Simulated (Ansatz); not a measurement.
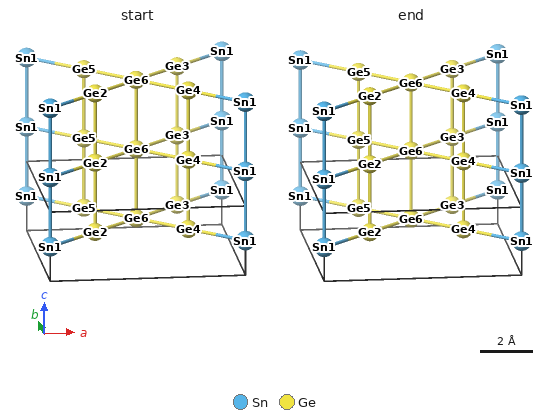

The structure of solid SnGe5 (a generated structure, set up in P4/mmm) before (left) and after (right) a relaxation, at one scale.

The picture is a ball-and-stick view of the cell of the calculation, repeated 1 × 1 × 3 with one cell outlined, seen from a free direction.

The calculation used DFT PBE, scalar-relativistic, plane waves, PAW in Ansatz.

Input
```yaml
crystal:
  lattice:
    - [7.6447580228, 0.0, 0.0]
    - [0.0, 7.6447580228, 0.0]
    - [0.0, 0.0, 2.7871283425]
  atoms:
    - { symbol: Sn, position: [0.0, 0.0, 0.5] }
    - { symbol: Ge, position: [0.2613415841, 0.2613415841, 0.5] }
    - { symbol: Ge, position: [0.7386584159, 0.7386584159, 0.5] }
    - { symbol: Ge, position: [0.7386584159, 0.2613415841, 0.5] }
    - { symbol: Ge, position: [0.2613415841, 0.7386584159, 0.5] }
    - { symbol: Ge, position: [0.5, 0.5, 0.5] }
basis:
  ecutwfc: 420
kpoints:
  mp_grid: { grid: [6, 6, 14] }
hamiltonian:
  xc: pbe
scf:
  occupations: { method: gaussian, width: 0.1 }
output:
  forces: true
  stress: true
  eigenvalues: true
relax:
  adjacent_minimum: "off"
  f_tol: 0.01
  max_steps: 80
  cell: { stress_tol: 0.05 }
```

Run as
```bash
ansatz run input.yaml --threads 1 --pin off --max-ram 2560MiB --backend cpu --events-out ev --progress --plain --runs-dir out
```

**What changed between the two?**

After 3 accepted moves (4 points after the start) the energy has fallen by 35.8 meV per cell of the calculation. Largest force component: 0.016 eV/Å at the start, 0.00012 eV/Å at the end. The pressure goes from −0.05 to 0.01 GPa. The SCF was repeated once at an unchanged geometry on a basis and grid sized afresh for the cell, which shifted the energy by less than 0.05 meV per cell of the calculation at most. The largest moves relative to the cell, 0.016 Å, are those of Ge2, Ge3, Ge4 and Ge5. Ge3 goes along [−1 −1 0]. Sn stays in place. Cell: a = b 7.645 → 7.727 Å (+1.1 %), c 2.787 → 2.738 Å (−1.8 %). Volume +0.3 %. Among the contacts that change: Ge2–Ge2 2.787 → 2.738 Å, Sn1–Sn1 2.787 → 2.738 Å, Sn1–Ge2 2.825 → 2.872 Å, Ge2–Ge6 2.580 → 2.592 Å. The space group stays P4/mmm (No. 123). Cost: 3.4 min on 1 thread of Intel(R) Xeon(R) Platinum 8259CL CPU @ 2.50GHz (Skylake/Cascade Lake) (shared host), peak memory 0.8 GiB.
